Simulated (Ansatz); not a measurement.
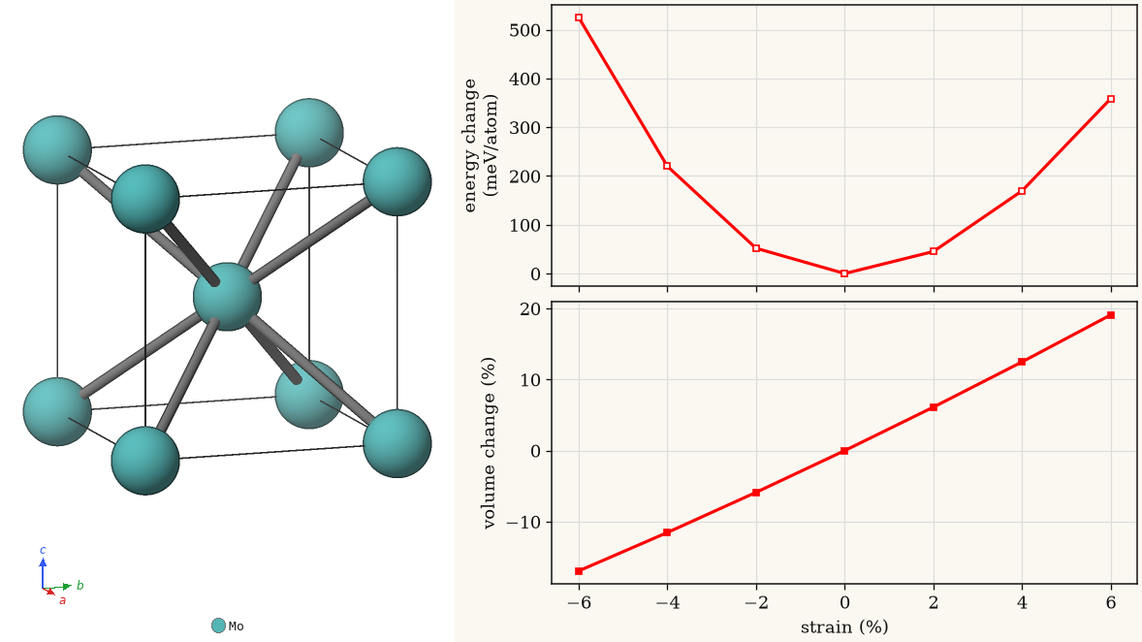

Plotted: energy change and volume change against strain for Mo, space group Im-3m (No. 229). The cell is drawn beside the plot.

Starting cell:
```xyz
2
Lattice="3.1293 0.0000 0.0000 0.0000 3.1293 0.0000 0.0000 0.0000 3.1293" Properties=species:S:1:pos:R:3 pbc="T T T"
Mo    0.0000    0.0000    0.0000
Mo    1.5647    1.5647    1.5647
```

Computed with Ansatz 0.2.0: energy, stress and cell of a relaxed crystal along a series of strains, atoms and what the cell freedom names relaxed within the symmetry; plane waves with PAW datasets, Γ-centred k mesh; energies extrapolated to zero smearing. Level: PBEsol, no spin polarisation.

wave cutoff 420 eV; k mesh 16×16×16; occupations Gaussian; smearing width 0.1 eV; strain kind isotropic; cell freedom cell held, all vectors scaled.

Is the given structure stable along this path?

Answer. Yes: the energy rises on both sides of the starting structure, which is therefore a minimum along this path.

What does the volume change do across the range?

Answer. It rises from −16.94 % at strain −6 % to 19.10 % at 6 %.

Is there a gap?

Answer. No, the levels on the k mesh show a metal at every point.

Keep in mind: far from the equilibrium volume.
